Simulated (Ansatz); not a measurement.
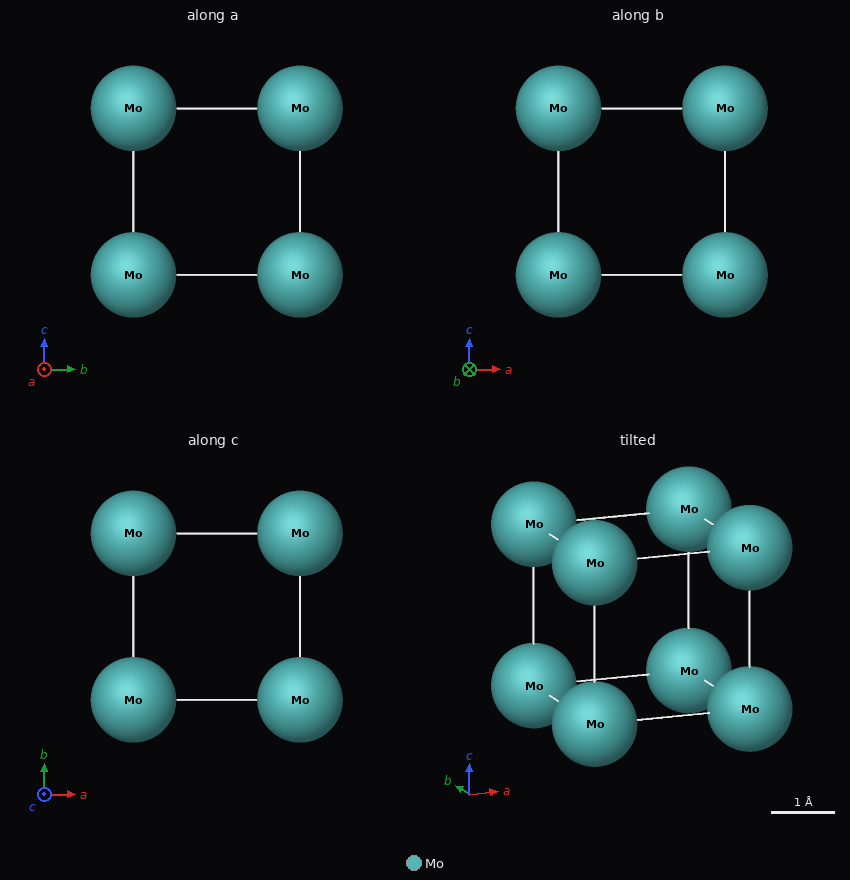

This spheres-only model is shown along the a axis, along the b axis, along the c axis and slightly off an axis. The conventional unit cell is drawn as a box.

Lattice parameters: a = 2.6856 Å, b = 2.6856 Å, c = 2.6856 Å, α = 90.000°, β = 90.000°, γ = 90.000°.

> Reconstruct the structure as a CIF with its space group and independent sites.

```cif
data_structure
_symmetry_space_group_name_H-M 'P m -3 m'
_symmetry_Int_Tables_number 221
_cell_length_a 2.6856
_cell_length_b 2.6856
_cell_length_c 2.6856
_cell_angle_alpha 90.000
_cell_angle_beta 90.000
_cell_angle_gamma 90.000
_cell_volume 19.37
loop_
_atom_site_label
_atom_site_type_symbol
_atom_site_symmetry_multiplicity
_atom_site_Wyckoff_symbol
_atom_site_fract_x
_atom_site_fract_y
_atom_site_fract_z
_atom_site_occupancy
Mo1 Mo 1 a 0.0000 0.0000 0.0000 1
```

Origin of the cell: a structure type filled with this element by a generator (whether the element takes this form wasn't checked). Earlier steps of the study may have refined or changed the cell and positions. Ansatz was used for an electronic-structure calculation on it.

At this level of theory the cell isn't at rest (stretched, at -13 GPa), so its distances can differ from those at equilibrium, the more so the softer the solid.
